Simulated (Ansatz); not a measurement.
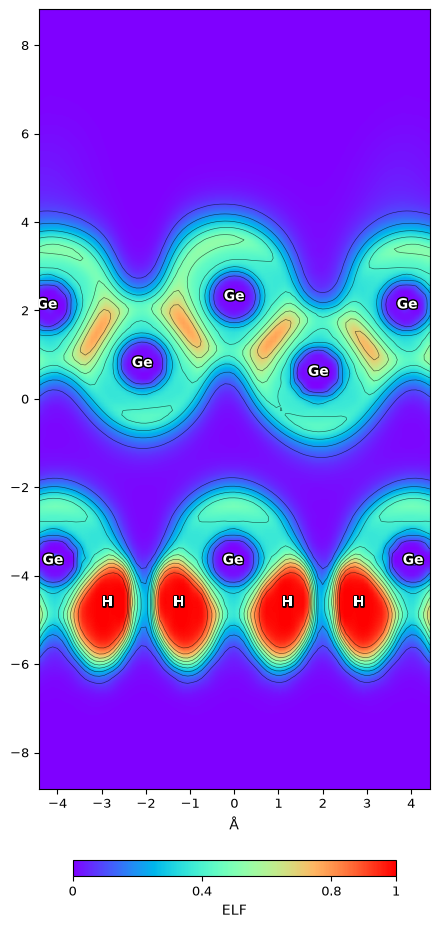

Figure 1: Ge₁₂H₅ (slab). ELF on the (100) plane of the calculation cell, a cut from vacuum to vacuum.

The calculation used Ansatz 0.2.0, DFT PBE, scalar-relativistic, plane waves, PAW.

Core electrons are frozen (PAW), and the valence fields are smoothed inside the atomic spheres.

The calculation's input:

```
crystal:
  lattice:
    - [8.14756718, 0.0, 0.0]
    - [0.0, 8.14756718, 0.0]
    - [0.0, 0.0, 26.5319319]
  atoms:
    - { symbol: Ge, position: [0.02261411, 0.08162645, 0.56414991] }
    - { symbol: Ge, position: [0.00565396, 0.38616411, 0.54415532] }
    - { symbol: Ge, position: [0.46896526, 0.10810638, 0.56355923] }
    - { symbol: Ge, position: [0.49837871, 0.4246119, 0.58132864] }
    - { symbol: Ge, position: [0.24944759, 0.01418988, 0.5055665] }
    - { symbol: Ge, position: [0.27500319, 0.49263454, 0.5167061] }
    - { symbol: Ge, position: [0.7416976, 0.00314474, 0.52500154] }
    - { symbol: Ge, position: [0.73118035, 0.48343523, 0.5179985] }
    - { symbol: Ge, position: [0.24774635, 0.25972857, 0.45276123] }
    - { symbol: Ge, position: [0.25092644, 0.74522147, 0.46222439] }
    - { symbol: Ge, position: [0.74966022, 0.23674674, 0.46067271] }
    - { symbol: Ge, position: [0.74952239, 0.74786189, 0.46820744] }
    - { symbol: Ge, position: [-0.00701387, 0.24837463, 0.40358256] }
    - { symbol: Ge, position: [-0.00403544, 0.74761151, 0.40981844] }
    - { symbol: Ge, position: [0.50421517, 0.25300215, 0.40368368] }
    - { symbol: Ge, position: [0.50421616, 0.7509773, 0.40940731] }
    - { symbol: Ge, position: [-0.00057232, -0.00544629, 0.35280307] }
    - { symbol: Ge, position: [-0.00325165, 0.50234333, 0.35260045] }
    - { symbol: Ge, position: [0.50088375, -0.00213254, 0.35281562] }
    - { symbol: Ge, position: [0.50293479, 0.50539307, 0.35244264] }
    - { symbol: Ge, position: [0.25000003, 0.0, 0.30003213] }
    - { symbol: Ge, position: [0.25000003, 0.50000005, 0.30003213] }
    - { symbol: Ge, position: [0.74999995, 0.0, 0.30003213] }
    - { symbol: Ge, position: [0.74999995, 0.50000005, 0.30003213] }
    - { symbol: H, position: [0.25000003, 0.15087903, 0.26383303] }
    - { symbol: H, position: [0.25000003, 0.84912095, 0.26383303] }
    - { symbol: H, position: [0.25000003, 0.65087895, 0.26383303] }
    - { symbol: H, position: [0.25000003, 0.34912102, 0.26383303] }
    - { symbol: H, position: [0.74999995, 0.15087903, 0.26383303] }
    - { symbol: H, position: [0.74999995, 0.84912095, 0.26383303] }
    - { symbol: H, position: [0.74999995, 0.65087895, 0.26383303] }
    - { symbol: H, position: [0.74999995, 0.34912102, 0.26383303] }
    - { symbol: H, position: [0.1856467, 0.05961227, 0.61144496] }
    - { symbol: H, position: [0.31824751, 0.05754712, 0.61170012] }
scf:
  occupations: { method: gaussian, width: 0.03 }
output:
  eigenvalues: true
  write_density: true
  write_potential: true
  elf: true
  volumetric_format: npy
hamiltonian:
  xc: pbe
efield:
  axis: 3
  dipole_correction: true
kpoints:
  mp_grid: { grid: [2, 2, 1] }
```

Command:

```sh
ansatz run input.yaml --threads 16 --pin off --max-ram 32768MiB --backend cpu --events-out ev --progress --plain --runs-dir out
```

### Describe what can be read from this map.

Atoms in the plane: Ge and H.
Ge–H (1.56 Å): the ELF climbs to about 1 towards the hydrogen.
Ge–Ge (2.53 Å): the ELF peaks at about 0.75 between the atoms; localised, covalent bonding.
Ge–Ge (2.56 Å): the ELF peaks at about 0.75 between the atoms: a covalent bond.
